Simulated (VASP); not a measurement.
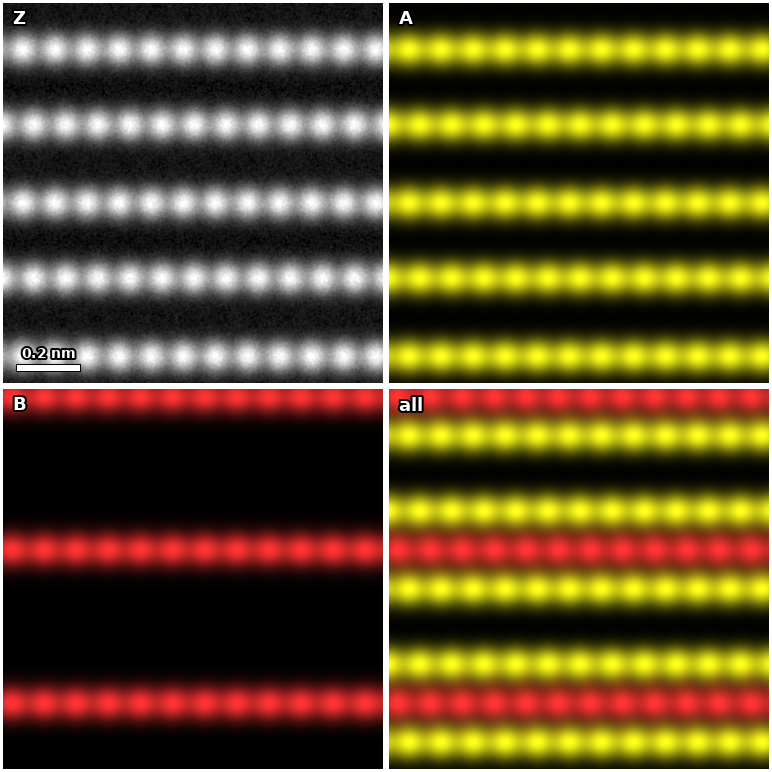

Ta2N (P-3m1, No. 164) along [310]. Panel Z: Simulation: incoherent imaging, intensity Z^1.8 per atom, probe width 0.70 Å, thin sample. The probe carries 25 % of its weight in a tail 2.5 times as wide. The display is stretched by a gamma of 0.65; percentages refer to the linear signal. Shot noise was added. The other panels are simulated element maps (the number of atoms of one element along the beam, blurred by 0.9 Å; each on its own scale, no channelling); the last overlays them. Model: a cell listed in the Materials Project, as set up for an electronic-structure calculation.

```cif
data_structure
_symmetry_space_group_name_H-M 'P 1'
_symmetry_Int_Tables_number 1
_cell_length_a 3.1129
_cell_length_b 3.1129
_cell_length_c 4.8698
_cell_angle_alpha 90.000
_cell_angle_beta 90.000
_cell_angle_gamma 120.000
_cell_volume 40.87
loop_
_atom_site_label
_atom_site_type_symbol
_atom_site_fract_x
_atom_site_fract_y
_atom_site_fract_z
_atom_site_occupancy
Ta1 Ta 0.33333 0.66667 0.25471 1
Ta2 Ta 0.66667 0.33333 0.74529 1
N1 N 0.00000 0.00000 0.00000 1
```

### Which element does each lettered map show?

A: Ta, B: N. The projected cell (1.02 × 4.87 Å, 90°) holds 3 columns: 2 of Ta and 1 of N. No column is shared by two of the mapped elements.
